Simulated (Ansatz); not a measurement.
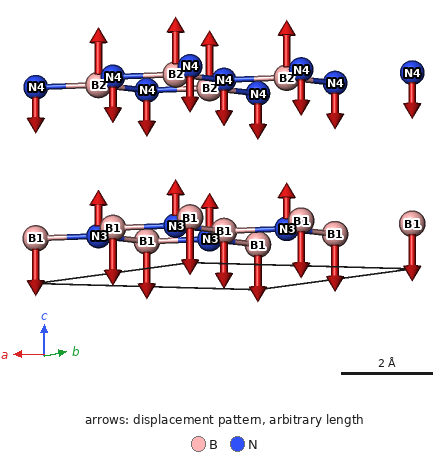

Lattice vibrations of a free-standing layer of BN (a generated structure), space group P-3m1 (No. 164), at the zone centre. The optical levels lie at 30 (×2), 76, 798, 802, 1351 (×4) cm⁻¹. One mode is drawn. The red arrows give the relative displacements of the atoms. The picture is a ball-and-stick view of the 2 × 2 repeat of the cell, outlined in the plane, without the vacuum, seen from a free direction.

Level of theory: DFT PBE+D3(BJ), scalar-relativistic, plane waves, PAW (Ansatz). Settings: plane-wave cutoff 420 eV; k-point mesh 12 × 12 × 1; occupations fixed; no spin polarisation.

Frequencies are those without the non-analytic (LO–TO) term.

### Which of these frequencies is the drawn mode's?

The level at 798 cm⁻¹. This is the A₁g mode, optical level 3 of 5, counted from below, Raman-active by symmetry. All motion is along c of the drawn cell; atoms of one kind move against one another, with no net shift of any sublattice; the B–N bond lengths don't change to first order, so for these it is a bending, tilting or sliding motion; the kinetic energy is shared as B 56 %, N 44 %.
